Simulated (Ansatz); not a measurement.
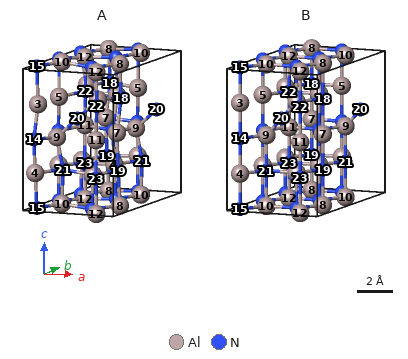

Two geometries of a defect cell of composition Al$_{12}$N$_{11}$ (started half-way along a vacancy jump, in the symmetry of that start), drawn at one scale. One is the start of a relaxation, the other its converged end. The picture is a ball-and-stick view of the conventional cell (2 times the calculation's cell) (origin shifted), seen slightly off an axis. Lengths and directions refer to the drawn axes.

These are results of DFT PBE, scalar-relativistic, plane waves, PAW in Ansatz 0.2.0, not measurements. Settings: plane-wave cutoff 420 eV; k-point mesh 6 × 6 × 2; occupations gaussian; smearing width 0.05 eV; no spin polarisation; atoms relaxed in a fixed cell; force threshold 0.02 eV/Å; at most 60 steps.

### Which of the two is the end point?

Structure A is the relaxed one. The largest moves, 0.38 Å, are those of Al atoms. By element the largest moves are Al 0.38 Å, N 0.17 Å. The cell stays as it was. Among the contacts that change: Al–N 1.418 → 1.764 Å, Al–N 2.093 → 1.928 Å, Al–N 2.093 → 2.253 Å, Al–N 2.093 → 1.995 Å. Among the angles between lasting bonds that change: Al–N–Al 90.0° → 107.8°, N–Al–N 120.0° → 137.2°, N–Al–N 137.6° → 120.6°. After 8 accepted moves (9 points after the start) the energy has fallen by 5.953 eV per cell of the calculation. Largest force component: 15 eV/Å at the start, 0.015 eV/Å at the end. The line search rejected the trial step at point 5 of the run.

Limits of the set-up: the cell has an odd number of electrons but was run without spin polarisation; the k-point mesh is coarse for a cell with partly filled bands; the periodic images lie only 5.7 Å apart, so the values are limited by the cell's size.
